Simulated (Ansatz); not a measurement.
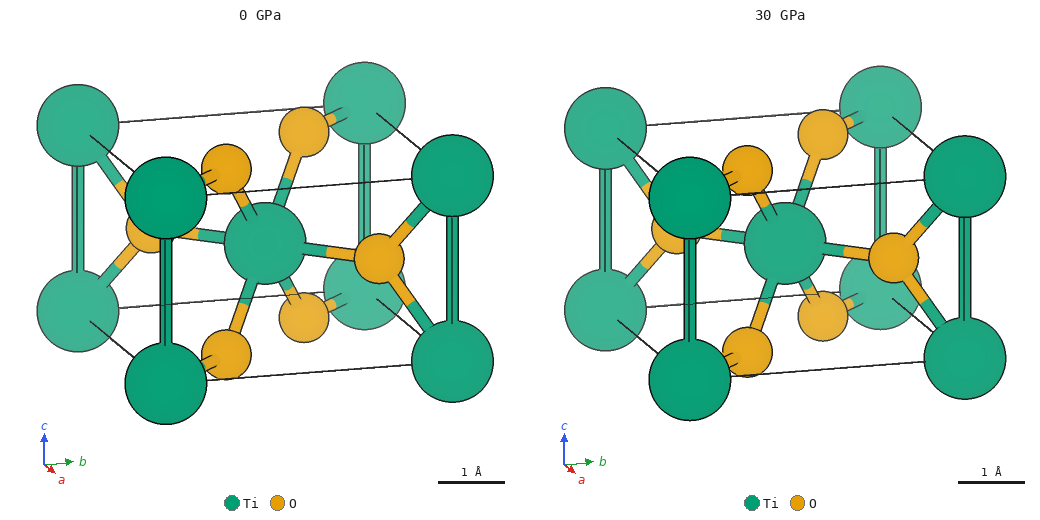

TiO₂, rutile, space group P4₂/mnm (No. 136), relaxed (cell and atoms) under a series of hydrostatic pressures; the conventional cell is drawn at the lowest and the highest, to one scale (sticks follow a distance rule). The start was a structure listed in the Materials Project.

Alike in all runs: Ansatz 0.2.0; functional PBEsol; potentials Ansatz PAW; cutoff 420 eV; k mesh 6 × 6 × 9 on the run's cell of 6 atoms; occupations fermi-dirac, width 0.05 eV; no spin polarisation; no spin-orbit coupling.

```tsv
pressure (GPa)	volume (Å³/atom)	a (Å)	c (Å)
0.0	10.326	4.591	2.939
2.0	?	?	?
5.0	10.109	4.552	2.927
10.0	9.917	4.517	2.916
20.0	9.585	4.457	2.895
30.0	9.304	4.406	2.876
```

> Fit a third-order Birch-Murnaghan equation to the rows given and use it to fill in the volume that is left out.

The fit gives V0 = 10.32 Å³/atom, B0 = 225 GPa and B0′ = 4.7, which puts the volume at 2.0 GPa at 10.24 Å³/atom. The run gave volume 10.236 Å³/atom; a 4.575 Å; c 2.934 Å.

> Which axis yields most up to 30 GPa?

The a axis: a −4.0 %, c −2.2 %, against −9.9 % in volume.

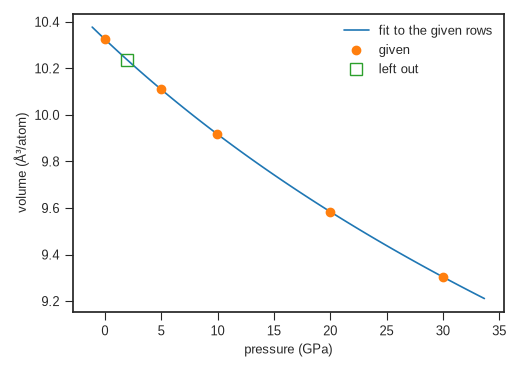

Volume against pressure, with the fit. The structure was kept in its own symmetry, so a change to another phase within this range wouldn't be seen. The gaps aren't listed, since this mesh can miss the band edges.

Caveat: the plane-wave basis is chosen anew once the cell has moved, so the energies of steps on either side of that aren't comparable; the pressure holds a Pulay correction of +0.8 GPa for the finite cutoff.
